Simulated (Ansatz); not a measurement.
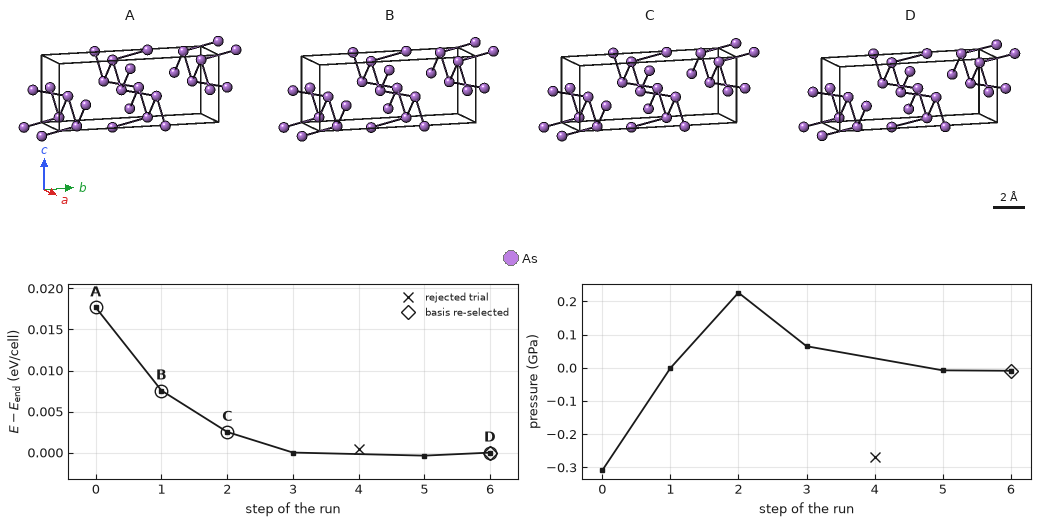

Frames of a relaxation of a crystal of As (set up in Cmce), marked on the history of the run. A ball-and-stick model of the conventional cell (2 times the calculation's cell), seen slightly off an axis. Lengths and directions refer to the drawn axes.

These are results of DFT PBEsol, scalar-relativistic, plane waves, PAW (Ansatz), not measurements. Settings: plane-wave cutoff 420 eV; k-point mesh 10 × 10 × 8; occupations gaussian; smearing width 0.01 eV; no spin polarisation; cell and atoms relaxed; force threshold 0.005 eV/Å; at most 80 steps.

### Describe the path.

Over 4 accepted moves (6 points after the start) the energy falls by 17.7 meV per cell of the calculation. Largest force component: 0.11 eV/Å at the start, 0.002 eV/Å at the end. The pressure goes from −0.31 to −0.01 GPa. The line search rejected the trial step at point 4 of the run. The SCF was repeated once at an unchanged geometry on a basis and grid sized afresh for the cell, which shifted the energy by 0.4 meV per cell of the calculation at most. The largest moves relative to the cell, 0.030 Å, are those of As atoms. The drawn cell changes as follows: a 3.650 → 3.731 Å (+2.2 %), b 11.000 → 10.880 Å (−1.1 %), c 4.470 → 4.277 Å (−4.3 %); the volume changes by −3.3 %. Near-neighbour distances that change, for instance: As–As 2.493 → 2.501 Å. Bond angles that change, for instance: As–As–As 94.1° → 96.5°. The space group stays Cmce (No. 64). From step 0 to 1: As atoms move most (0.03 Å), volume −1.9 %, energy −10.1 meV per cell of the calculation. From step 1 to 2: volume −0.9 %, energy −5.0 meV per cell of the calculation. From step 2 to 6: As atoms move most (0.02 Å), volume −0.5 %, energy −2.5 meV per cell of the calculation.

| step | E − E(0), meV/atom | largest force component, eV/Å | pressure, GPa | volume, Å³/atom | note |
| --- | --- | --- | --- | --- | --- |
| 0 | 0.00 | 0.1109 | -0.31 | 22.434 |  |
| 1 | -2.53 | 0.1177 | 0.00 | 22.004 |  |
| 2 | -3.79 | 0.0776 | 0.23 | 21.813 |  |
| 3 | -4.42 | 0.0408 | 0.07 | 21.751 |  |
| 4 | -4.31 | 0.0648 | -0.27 | 21.694 | rejected |
| 5 | -4.51 | 0.0020 | -0.01 | 21.697 |  |
| 6 | -4.42 | 0.0020 | -0.01 | 21.697 | same geometry, new basis |
